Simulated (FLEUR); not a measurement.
## Cl: 5 runs along one coordinate

System: Cl (4 atoms in the cell).
Method: Kohn-Sham DFT of a periodic cell, PBEsol, all-electron, no spin polarisation (FLEUR MaX-R8.1 (later development tree)).

The 5 runs differ only in the geometry, by an even scaling of the cell at fixed fractional positions. The structure derives from an entry of the Crystallography Open Database.

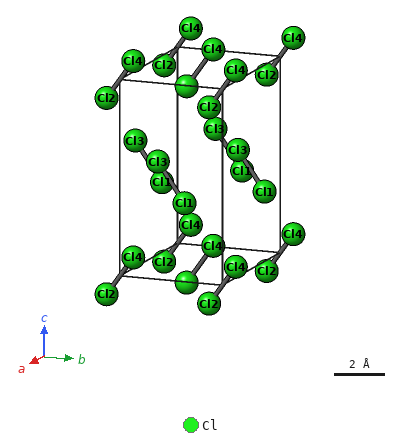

Figure 1. The structure of run 3 (ball-and-stick view of the cell 2 times as large as that of the calculation, set on its symmetry axes, seen slightly off an axis; atoms are numbered from 1 in the order of the input). An atom can appear more than once, as a periodic image.

## Input of run 3
```
<?xml version="1.0" encoding="UTF-8" standalone="no"?>
<fleurInput fleurInputVersion="0.39">
   <comment>
      Cl                                                                                                  
   </comment>
   <calculationSetup>
      <cutoffs Kmax="5.73" Gmax="17.8" GmaxXC="17.8" numbands="0"/>
      <scfLoop itmax="60" minDistance="0.00001" maxIterBroyd="15" imix="Anderson" alpha="0.05" precondParam="0.0" spinf="2.0" sdNocoIR="T"/>
      <coreElectrons ctail="T" frcor="F" kcrel="0" coretail_lmax="0"/>
      <xcFunctional name="PBEs" relativisticCorrections="F"/>
      <magnetism jspins="1"/>
      <soc l_soc="F" theta="0.0" phi="0.0" spav="F"/>
      <expertModes spex="0" secvar="F"/>
      <geometryOptimization l_f="F" forcealpha="1.0" forcemix="BFGS" epsdisp="0.0005" epsforce="0.0002"/>
      <ldaU l_linMix="F" mixParam="0.05" spinf="1.0"/>
   </calculationSetup>
   <cell>
      <bzIntegration valenceElectrons="28.0" mode="hist" fermiSmearingEnergy="0.00183747">
         <kPointListSelection listName="default-1"/>
         <!-- k-points included here -->
         <xi:include xmlns:xi="http://www.w3.org/2001/XInclude" href="kpts.xml"> </xi:include>
      </bzIntegration>
      <!-- symmetry operations included here -->
      <xi:include xmlns:xi="http://www.w3.org/2001/XInclude" href="sym.xml"> </xi:include>
      <bulkLattice scale="0.9932883884">
         <bravaisMatrix>
            <row-1>    5.9431886618669996    -4.2518837803500000     0.0000000000000000</row-1>
            <row-2>    5.9431886618669996     4.2518837803500000     0.0000000000000000</row-2>
            <row-3>    0.0000000000000000     0.0000000000000000    15.5146514829660003</row-3>
         </bravaisMatrix>
      </bulkLattice>
   </cell>
   <atomSpecies>
      <species name="Chlorine (Cl)" element="Cl" atomicNumber="17">
         <mtSphere radius="1.71" gridPoints="583" logIncrement="0.02"/>
         <atomicCutoffs lmax="8" lnonsphr="8"/>
         <electronConfig flipSpins="F">
            <coreConfig>(1s1/2) (2s1/2) (2p1/2) (2p3/2)</coreConfig>
            <valenceConfig>(3s1/2) (3p1/2) (3p3/2)</valenceConfig>
            <stateOccupation state="(3p1/2)" spinUp="0.833333" spinDown="0.833333"/>
            <stateOccupation state="(3p3/2)" spinUp="1.666667" spinDown="1.666667"/>
         </electronConfig>
         <energyParameters s="3" p="3" d="3" f="4"/>
         <lo type="SCLO" l="0" n="3" eDeriv="2"/>
         <lo type="SCLO" l="1" n="3" eDeriv="2"/>
         <lo type="SCLO" l="2" n="3" eDeriv="2"/>
         <lo type="SCLO" l="3" n="4" eDeriv="2"/>
      </species>
   </atomSpecies>
   <atomGroups>
      <atomGroup species="Chlorine (Cl)">
         <relPos label="                   1">.3700000000 -.3700000000 2.000/5.000</relPos>
         <relPos label="                   2">.1300000000 -.1300000000 -1.000/10.000</relPos>
         <relPos label="                   3">-.3700000000 .3700000000 -2.000/5.000</relPos>
         <relPos label="                   4">-.1300000000 .1300000000 1.000/10.000</relPos>
         <force calculate="T" relaxXYZ="TTT"/>
      </atomGroup>
   </atomGroups>
   <output dos="F" band="F" slice="F">
      <checks vchk="F" cdinf="F"/>
      <bandDOS minEnergy="-.5*Htr" maxEnergy="0.5*Htr" sigma="0.015" storeEVData="T"/>
      <vacuumDOS vacdos="F" integ="F" star="F" nstars="0" locx1="0.0" locy1="0.0" locx2="0.0" locy2="0.0" nstm="0" tworkf="0.0"/>
      <unfoldingBand unfoldBand="F" supercellX="1" supercellY="1" supercellZ="1"/>
      <plotting iplot="0" polar="F">
         <plot TwoD="T" vec1="  1.0  0.0  0.0" vec2="  0.0  1.0  0.0" vec3="  0.0  0.0  1.0" zero="  0.0  0.0  0.0" file="plot"/>
      </plotting>
      <chargeDensitySlicing numkpt="0" minEigenval="0.0" maxEigenval="0.0" nnne="0" pallst="F"/>
      <specialOutput eonly="F"/>
      <moessbauerParams electricFieldGradient="T" isomerShift="T" coreHyperfine="T" valenceHyperfine="T"/>
      <magneticCircularDichroism mcd="F" energyLo="-10.0" energyUp="0.0"/>
   </output>
  <!-- We include the file relax.xml here to enable relaxations (see documentation) -->
  <xi:include xmlns:xi="http://www.w3.org/2001/XInclude" href="relax.xml"> <xi:fallback/> </xi:include>
</fleurInput>
```

Command:
```bash
inpgen -f crystal.txt -profile fastHighL; mpirun -n 4 fleur_MPI -pe_per_kpt 1
```

Lattice vectors (Å) and fractional positions of run 3:
```
   3.123892   -2.234899    0.000000
   3.123892    2.234899    0.000000
   0.000000    0.000000    8.154898
Cl  0.370000  0.630000  0.400000
Cl  0.130000  0.870000  0.900000
Cl  0.630000  0.370000  0.600000
Cl  0.870000  0.130000  0.100000
```

Run 4 has the same physical settings and fractional positions; its lattice vectors (Å) are:
```
   3.145000   -2.250000    0.000000
   3.145000    2.250000    0.000000
   0.000000    0.000000    8.210000
```

## Results, with one run withheld

```tsv
run	volume per atom (Å³)	free energy per atom, from the lowest run given (meV)	gap on the mesh (eV)
1	27.305	2.26	2.65
2	27.886	0.00	2.57
3	28.467	0.04	2.50
4	29.048	?	?
5	29.629	6.05	2.36
```

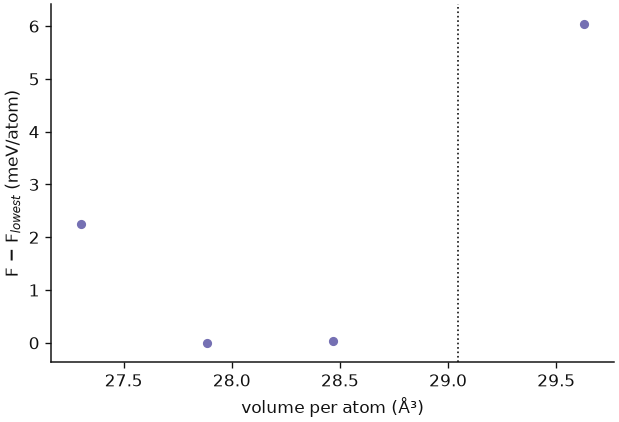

Figure 2. Free energy per atom of the runs given; the dotted line marks run 4.

What should run 4 give?

A quadratic polynomial in V^(−2/3) (the Birch–Murnaghan form), fitted to the 4 runs given, misses them by at most 0.01 meV per atom. With x = V^(−2/3) − 0.10768 Å⁻², it reads F = −0.19253 − 334.82 x + 4.9049e+05 x² (meV per atom). At run 4 it gives 2.12 meV per atom, and the run itself gives 2.13. The fit has its minimum at 28.167 Å³ per atom, where V d²F/dV² gives 28.9 GPa. Cell shape and fractional positions are held, so this is the stiffness under even scaling; the relaxed bulk modulus wasn't computed and can be far lower in a crystal of layers, chains or molecules like this one. The gap on the mesh goes, without turning, from 2.65 eV in run 1 to 2.36 eV in run 5; run 4 has 2.43 eV. These are gaps of this functional on this mesh, which can miss the band edges; they aren't the measured gap.

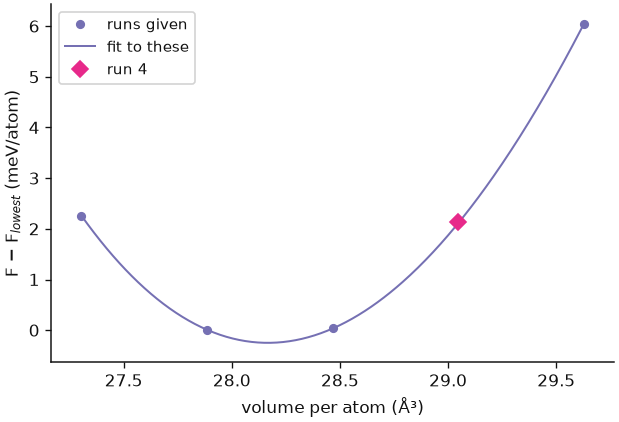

Figure 3. The fit and the withheld run.

## Output (run 4)
```
Welcome to FLEUR        (www.flapw.de)
      MaX-Release 8.1          (www.max-centre.eu)

 ========== k-point set info ==========
 Selected k-point list: default-1
 k-point list type: mesh
 7 x 7 x 4
 Number of k points: 48

 ------------Calculation Setup---------------------------
 Number of MPI-tasks      :            4
 Number of PE/node        :            4
 Number of OMP-threads    :            1
 Using exactly            1  PE per kpt
 k-points in parallel     :            4
 pe's per k-point         :            1
 No of k-point loops      :           12
 Using exactly            1  PE per kpt
 Using exactly            1  PE per kpt
 Using exactly            1  PE per kpt
 Eigenvalue solver        :       lapack
 Number of basis functions:         2622
 Approximate size of matrices (H+S) per k-point:         0.102 GB
 --------------------------------------------------------

 Iteration:     1   Distance:       7.99846014 me/bohr^3

 Iteration:     2   Distance:       7.54512423 me/bohr^3

 Iteration:     3   Distance:       1.46621081 me/bohr^3

 Iteration:     4   Distance:       0.45204074 me/bohr^3

 Iteration:     5   Distance:       0.34533593 me/bohr^3

 Iteration:     6   Distance:       0.04505074 me/bohr^3

 Iteration:     7   Distance:       0.02948602 me/bohr^3

 Iteration:     8   Distance:       0.00798444 me/bohr^3

 Iteration:     9   Distance:       0.00106343 me/bohr^3

 Iteration:    10   Distance:       0.00100168 me/bohr^3

 Iteration:    11   Distance:       0.00029164 me/bohr^3

 Iteration:    12   Distance:       0.00011233 me/bohr^3

 Iteration:    13   Distance:       0.00004185 me/bohr^3

 Iteration:    14   Distance:       0.00000277 me/bohr^3

 Reset of history

 ********************************************************************
 Run finished successfully
 Stop message:
   Structural relaxation: new displacements generated
 ********************************************************************
```
